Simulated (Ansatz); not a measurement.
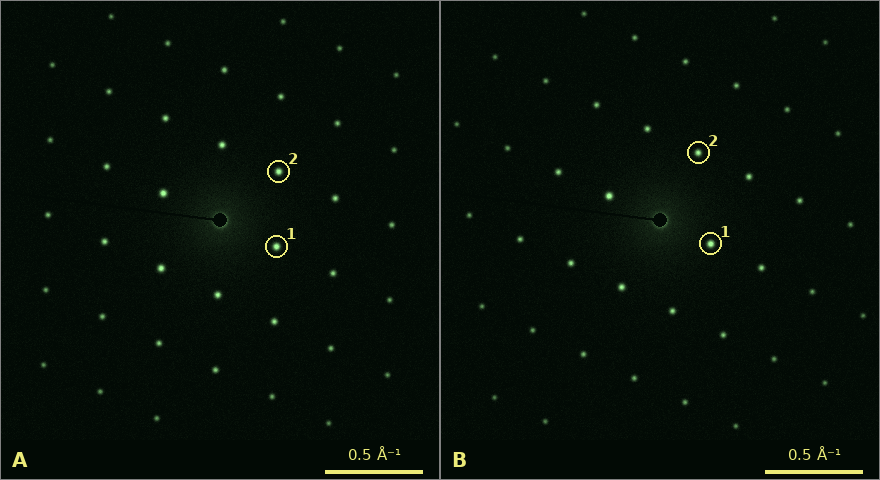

Kinematic electron diffraction patterns (300 kV, B = 0.5 Å², same scale) along [100] of the run's own cell, for the start and the end of one relaxation of HfH3 with Ansatz, DFT, PAW plane waves, pbesol. k mesh 6×6×6. The start is a generated model structure, and the relaxation ends in the nearest stationary point of its symmetry, not necessarily the ground state. Spot 1 is 0 -1 1 and spot 2 is 0 -1 -1 in both.

Start structure:

```
Hf H
1.0
     2.36092    4.08923    0.00000
    -2.36092    4.08923    0.00000
     0.00000   -2.72615    4.18250
Hf H
2 6
Direct
  0.00000 0.00000 0.00000
  0.50000 0.50000 0.50000
  0.87800 0.62200 0.75000
  0.25000 0.87800 0.75000
  0.62200 0.25000 0.75000
  0.12200 0.37800 0.25000
  0.75000 0.12200 0.25000
  0.37800 0.75000 0.25000
```

**Which pattern belongs to the start structure, and which to the relaxed one?**

B is the start: its cell gives d(1) = 3.426 Å, d(2) = 2.489 Å and an angle of 85.6°. A is the relaxed structure, with d(1) = 3.075 Å (-10.2 %), d(2) = 2.528 Å (+1.6 %) and 64.7°.

**Name reflections whose intensity changes strongly on relaxation.**

0 0 4 goes from 12 to 27 % of the strongest spot; 0 1 -5 goes from 6.2 to 12 % of the strongest spot; 0 1 -3 goes from 22 to 41 % of the strongest spot.

**Summarise the relaxation behind the change.**

The volume changed by -17.5 % to 8.33 Å³ an atom; with the mean shift removed, the atoms moved by up to 0.41 Å relative to the cell (H most); the space group stayed R-3c (No. 167); the free energy fell by 220 meV an atom. Relaxed cell: a = 3.874 Å, b = 3.874 Å, c = 5.594 Å, α = 110.26°, β = 110.26°, γ = 60.00°.
